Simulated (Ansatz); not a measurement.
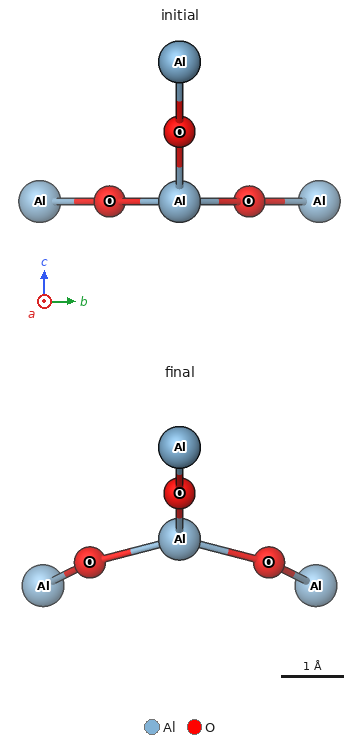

The structure of a crystal of Al₂O₃ (a generated structure, set up in I4_1/amd) (coarse preliminary run) before (top) and after (bottom) a relaxation, at one scale.

Style: ball-and-stick. Shown: the atoms within 4.2 Å of the atom that moves most (axes of the conventional cell (2 times the calculation's cell)), along the a axis. Lengths and directions refer to the drawn axes.

Computed with DFT PBE, scalar-relativistic, plane waves, PAW in Ansatz 0.2.0.

The input:
```yaml
crystal:
  lattice:
    - [-6.85289838, 6.85289838, 4.56505117]
    - [6.85289838, -6.85289838, 4.56505117]
    - [6.85289838, 6.85289838, -4.56505117]
  atoms:
    - { symbol: Al, position: [0.83326842, 6.0e-08, 0.83326836] }
    - { symbol: Al, position: [0.1667317, 6.0e-08, 0.16673164] }
    - { symbol: Al, position: [0.75000006, 0.4167317, 0.66673164] }
    - { symbol: Al, position: [0.75000006, 0.08326842, 0.33326836] }
    - { symbol: Al, position: [0.5832683, 0.24999994, 0.33326836] }
    - { symbol: Al, position: [0.91673158, 0.24999994, 0.66673164] }
    - { symbol: Al, position: [0.99999994, 0.8332683, 0.83326836] }
    - { symbol: Al, position: [0.99999994, 0.16673158, 0.16673164] }
    - { symbol: O, position: [0.875, 0.125, 0.75] }
    - { symbol: O, position: [0.91663418, 0.91663418, 0.83326836] }
    - { symbol: O, position: [0.91663418, 0.08336582, 0.0] }
    - { symbol: O, position: [0.375, 0.125, 0.25] }
    - { symbol: O, position: [0.08336582, 0.91663418, 0.0] }
    - { symbol: O, position: [0.08336582, 0.08336582, 0.16673164] }
    - { symbol: O, position: [0.66663418, 0.33336582, 0.5] }
    - { symbol: O, position: [0.83336582, 0.33336582, 0.66673164] }
    - { symbol: O, position: [0.875, 0.625, 0.75] }
    - { symbol: O, position: [0.66663418, 0.16663418, 0.33326836] }
    - { symbol: O, position: [0.83336582, 0.16663418, 0.5] }
    - { symbol: O, position: [0.875, 0.125, 0.25] }
basis:
  ecutwfc: 420
kpoints:
  mp_grid: { grid: [2, 2, 2] }
hamiltonian:
  xc: pbe
scf:
  occupations: { method: gaussian, width: 0.1 }
  lower_state_search: "off"
output:
  forces: true
  stress: true
  eigenvalues: true
relax:
  adjacent_minimum: "off"
  f_tol: 0.04
  max_steps: 70
  cell: { stress_tol: 0.4 }
```

Command:
```bash
ansatz run input.yaml --threads 1 --pin off --max-ram 2560MiB --backend cpu --events-out ev --progress --plain --runs-dir out
```

Q: What changed between the two?

A: The energy falls by 14.066 eV per cell of the calculation in 6 accepted moves (8 points after the start). The largest force component goes from 3 to 0.031 eV/Å. The pressure goes from 8.26 to 0.03 GPa. The SCF was repeated twice at an unchanged geometry on a basis and grid sized afresh for the cell, which shifted the energy by 0.390 eV per cell of the calculation at most. The largest moves relative to the cell, 0.46 Å, are those of 8 atoms (Al1, Al2, Al3, Al4 and others). Al3 goes along [−1 0 2]. Largest moves by element: Al 0.46 Å, O 0.31 Å. The drawn cell changes as follows: a = b 13.706 → 14.942 Å (+9.0 %), c 9.130 → 9.044 Å (−0.9 %); the volume changes by +17.7 %. Near-neighbour distances that change, for instance: Al3–O15 1.616 → 1.696 Å, Al3–O17 1.614 → 1.681 Å. Bond angles that change, for instance: Al3–O16–Al6 180.0° → 146.1°, O15–Al3–O16 90.0° → 119.5°. The space group stays I4_1/amd (No. 141). Cost: 46 s on 1 thread of AMD EPYC 9R45 96-Core Processor (Zen 5), with other jobs on the host, peak memory 1.1 GiB.
